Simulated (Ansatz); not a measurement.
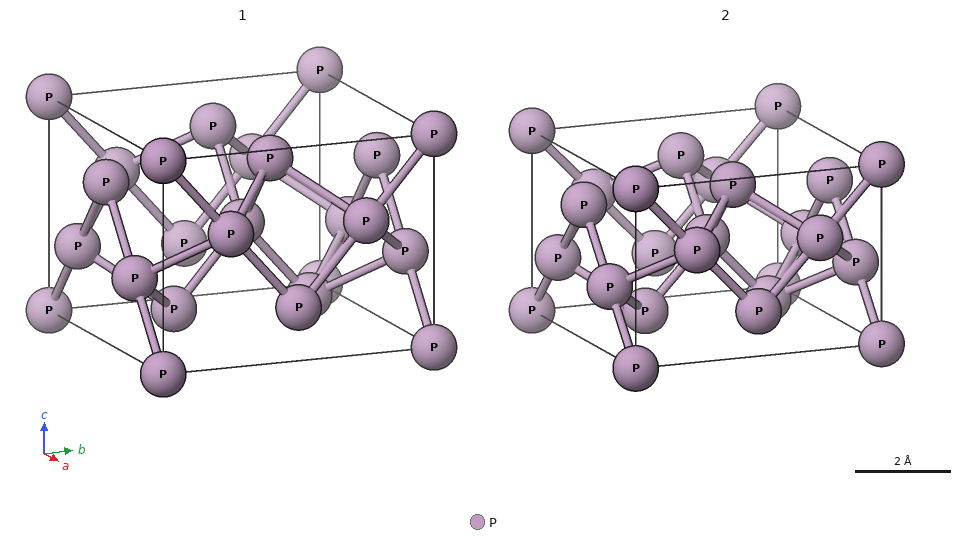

Two geometries of a crystal of P (a generated structure, set up in I4_1/amd) (coarse preliminary run), drawn at one scale. One is the start of a relaxation, the other its converged end. Style: ball-and-stick. Shown: the conventional cell (2 times the calculation's cell), slightly off an axis. Lengths and directions refer to the drawn axes.

All numbers below come from Ansatz 0.2.0, DFT PBE, scalar-relativistic, plane waves, PAW. Settings: plane-wave cutoff 420 eV; k-point mesh 6 × 6 × 6; occupations gaussian; smearing width 0.1 eV; no spin polarisation; cell and atoms relaxed; force threshold 0.04 eV/Å; at most 70 steps.

Question: Which geometry has the lower energy?

Answer: Structure 1 is the relaxed one. The energy falls by 5.827 eV per cell of the calculation in 7 accepted moves (9 points after the start). All forces vanish by symmetry, so only the cell relaxes. The pressure goes from 87.04 to −0.03 GPa. The SCF was repeated twice at an unchanged geometry on a basis and grid sized afresh for the cell, which shifted the energy by 93.9 meV per cell of the calculation at most. No atom moves by more than 0.005 Å relative to the cell. The volume changes by +44.3 %, with a = b 5.676 → 6.251 Å (+10.1 %), c 3.930 → 4.675 Å (+18.9 %). Some distances before and after: P–P 2.837 → 3.313 Å, P–P 2.046 → 2.348 Å, P–P 2.234 → 2.500 Å. Bond angles that change, for instance: P–P–P 87.8° → 83.4°, P–P–P 97.1° → 93.8°, P–P–P 82.9° → 86.2°. The space group stays I4_1/amd (No. 141). The run took 24 s on 1 thread of Arm Neoverse V2 (shared host), peak memory 0.35 GiB.
